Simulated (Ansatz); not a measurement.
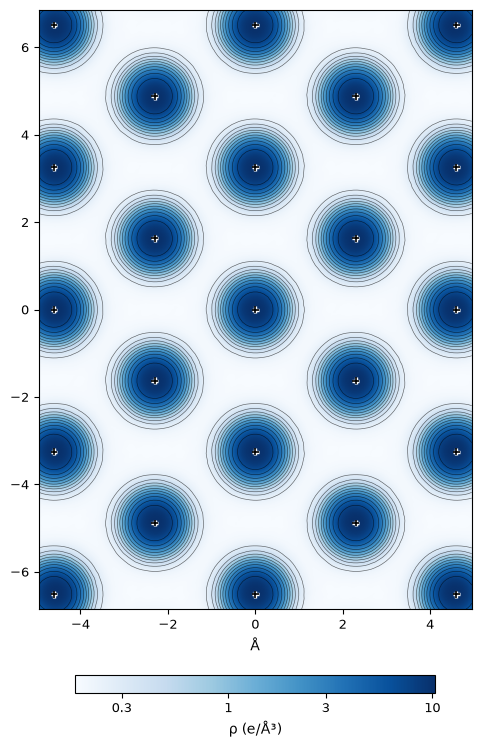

The valence pseudo-density on a plane through atoms (crosses mark nuclei in the plane).

Level of theory: DFT PBE, scalar-relativistic, plane waves, PAW in Ansatz 0.2.0.

Candidates:
A. GaAs, a = 5.75 Å, b = 5.75 Å, c = 5.75 Å, α = 90.00°, β = 90.00°, γ = 90.00°. Space group F-43m.
B. Ti, a = 9.21 Å, b = 9.21 Å, c = 9.21 Å, α = 60.00°, β = 60.00°, γ = 60.00°. Space group Im-3m; computed without spin polarisation.
C. Ti32H (cell with a defect), a = 9.21 Å, b = 9.21 Å, c = 9.21 Å, α = 60.00°, β = 60.00°, γ = 60.00°. Computed without spin polarisation.

Which candidate gave the map?

Candidate B: Ti on the (011̄) plane of the calculation cell, which holds Ti. Ti–Ti (2.82 Å): ρ at the midpoint is about 0.19 e/Å³.
